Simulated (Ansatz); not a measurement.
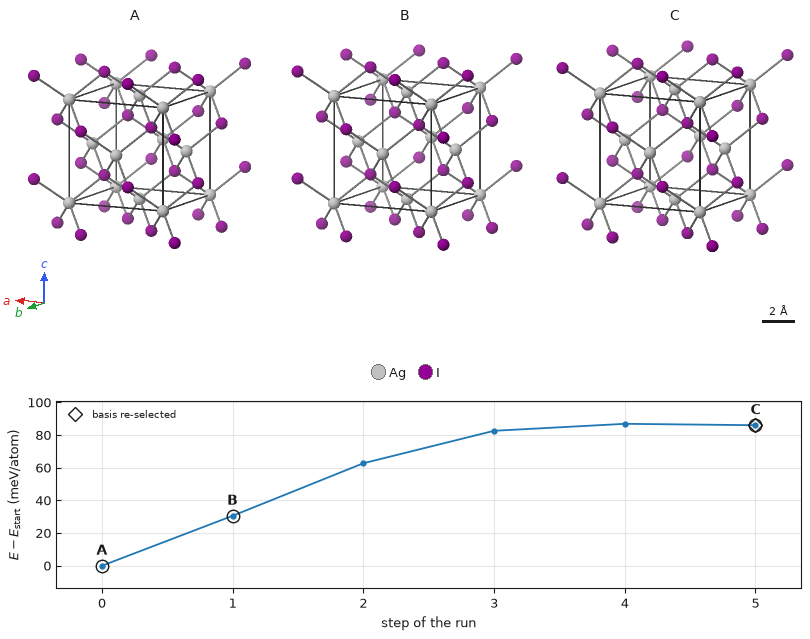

Frames of a relaxation of a crystal of AgI (set up in F-43m), marked on the history of the run. A ball-and-stick model of the conventional cell (4 times the calculation's cell), seen from a free direction. Lengths and directions refer to the drawn axes.

Case: relaxed at -3 GPa.

Level of theory: DFT PBE, scalar-relativistic, plane waves, PAW in Ansatz 0.2.0. Settings: plane-wave cutoff 420 eV; k-point mesh 8 × 8 × 8; occupations fixed; target pressure -3 GPa; no spin polarisation; cell and atoms relaxed; force threshold 0.001 eV/Å; at most 60 steps.

Q: What happens along the run?

A: No atom moves by more than 0.005 Å relative to the cell. The volume changes by +20.8 %, with a = b = c 6.628 → 7.059 Å (+6.5 %). Some distances before and after: Ag–I 2.870 → 3.057 Å. The space group stays F-43m (No. 216). Over 4 accepted moves (5 points after the start) the energy rises by 86.1 meV per atom. With the target pressure of -3 GPa, the enthalpy E + pV changes by −55.7 meV per atom. All forces vanish by symmetry, so only the cell relaxes. Pressure: 0.00 GPa at the start and −2.98 GPa at the end. At 1 point the geometry stayed and the basis and grid were re-selected for the new cell (energy shift of 0.9 meV per atom at most each time). From step 0 to 1: volume +11.3 %, energy +30.6 meV per atom. From step 1 to 5: volume +8.6 %, energy +55.5 meV per atom.

```json
{"step": "0", "E − E(0), meV/atom": "0.00", "pressure, GPa": "0.00", "volume, Å³/atom": "36.398", "note": ""}
{"step": "1", "E − E(0), meV/atom": "30.60", "pressure, GPa": "-2.08", "volume, Å³/atom": "40.506", "note": ""}
{"step": "2", "E − E(0), meV/atom": "62.79", "pressure, GPa": "-2.70", "volume, Å³/atom": "42.625", "note": ""}
{"step": "3", "E − E(0), meV/atom": "82.66", "pressure, GPa": "-2.95", "volume, Å³/atom": "43.743", "note": ""}
{"step": "4", "E − E(0), meV/atom": "86.93", "pressure, GPa": "-3.00", "volume, Å³/atom": "43.971", "note": ""}
{"step": "5", "E − E(0), meV/atom": "86.08", "pressure, GPa": "-2.98", "volume, Å³/atom": "43.971", "note": "same geometry, new basis"}
```
